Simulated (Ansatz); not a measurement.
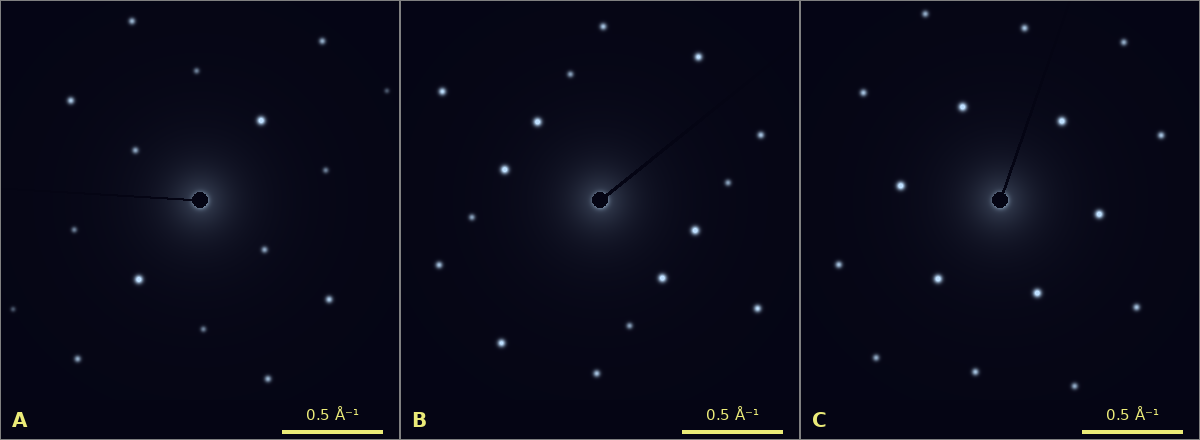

The patterns are kinematic simulations for 300 kV electrons (no multiple scattering; isotropic B = 0.5 Å²).

All three come from Co, space group P6/mmm (No. 191), a = 3.99 Å, c = 2.45 Å (hexagonal axes). Structure: the input geometry of an electronic-structure calculation (not necessarily at equilibrium); the starting structure was generated, so it need not be a known form of this composition.

### Assign the zone axes [001], [101], [210] to A, B and C.

A is [210]: rectangular net of 0 0 1 at d = 2.45 Å and 1 -2 0 at d = 1.99 Å, at 90.0°. B is [101]: centred rectangular net of 0 1 0 (itself too weak to see) at d = 3.45 Å and 1 0 -1 at d = 2.00 Å, at 73.2°. C is [001]: hexagonal net of 2 -1 0 at d = 1.99 Å and 1 1 0 at d = 1.99 Å, at 60.0°.
